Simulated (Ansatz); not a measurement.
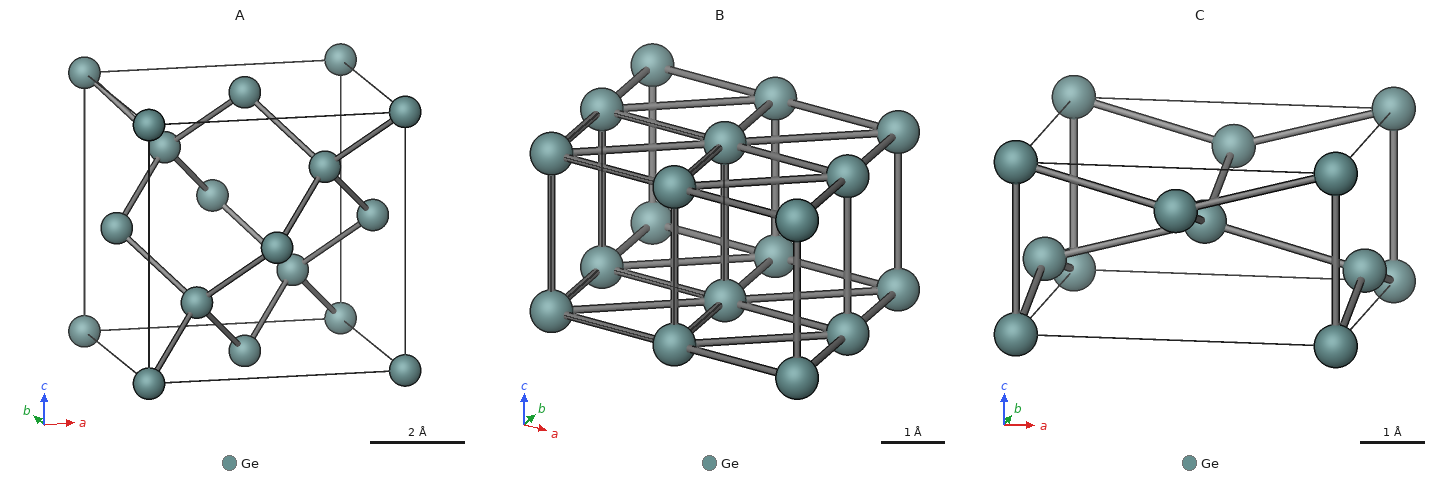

Three structures of Ge, each relaxed (cell and atoms) at zero pressure; conventional cells in solid outline, small ones repeated, each panel with its own scale. Alike in all runs: Ansatz 0.2.0; functional PBEsol; potentials all-electron LAPW, scalar-relativistic; basis error allowed 0.001 eV/atom; occupations fermi-dirac, width 0.05 eV; no spin polarisation; no spin-orbit coupling. The k meshes have like spacings.

Question: Give the type and space group of each panel.

Answer: A: diamond, Fd-3m; B: simple hexagonal, P6/mmm; C: β-tin type, I4₁/amd.

Question: Which of these is lowest in energy, and how far above it do the others lie?

Answer: A, then C (+160 meV/atom) and B (+183 meV/atom), static energies at zero smearing.

Question: Could pressure favour another of these structures?

Answer: C is denser (18.4 against 22.9 Å³/atom), so pressure favours it. Setting PΔV equal to ΔE at fixed volumes gives a first estimate of 5.7 GPa for the crossing; compression of both forms, other phases and heat would move it.

Question: Collect the results in a table.

Answer:
| panel | space group | E − E(lowest) (meV/atom) | volume (Å³/atom) |
| --- | --- | --- | --- |
| A | Fd-3m | 0 | 22.9 |
| C | I4₁/amd | 160 | 18.4 |
| B | P6/mmm | 183 | 18.4 |

The starts are database entries or structure types tried for this composition, and the most stable form need not be among them.
